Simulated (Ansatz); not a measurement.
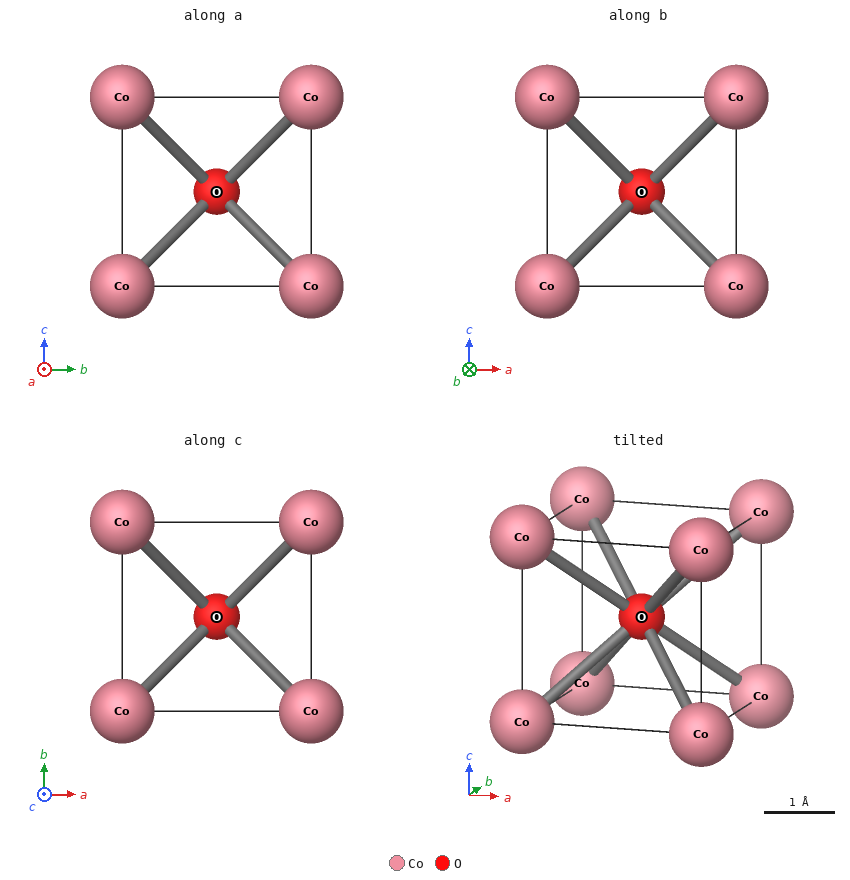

The figure gives a ball-and-stick picture of the atoms, viewed along the a axis, along the b axis, along the c axis and slightly off an axis. The conventional unit cell is outlined; an atom on or near a face, edge or corner is repeated at each equivalent position.

Lattice parameters: a = 2.716 Å, b = 2.716 Å, c = 2.716 Å, α = 90.00°, β = 90.00°, γ = 90.00°.

**Set out the cell and atoms as a table of Wyckoff sites.**

Space group Pm-3m (No. 221).
| atom | site | x | y | z |
| --- | --- | --- | --- | --- |
| Co | 1a | 0.0000 | 0.0000 | 0.0000 |
| O | 1b | 0.5000 | 0.5000 | 0.5000 |

The initial geometry was a structure type filled with these elements by a generator (whether the compound takes this form wasn't checked). Earlier steps of the study, as a rule a relaxation of our own, may have changed the cell and positions, so they can lie some per cent off the listed ones. A calculation with Ansatz used it as input.

At this level of theory the run's own cell isn't at rest (stretched, at -32 GPa), so its distances can differ from those at equilibrium, the more so the softer the solid.
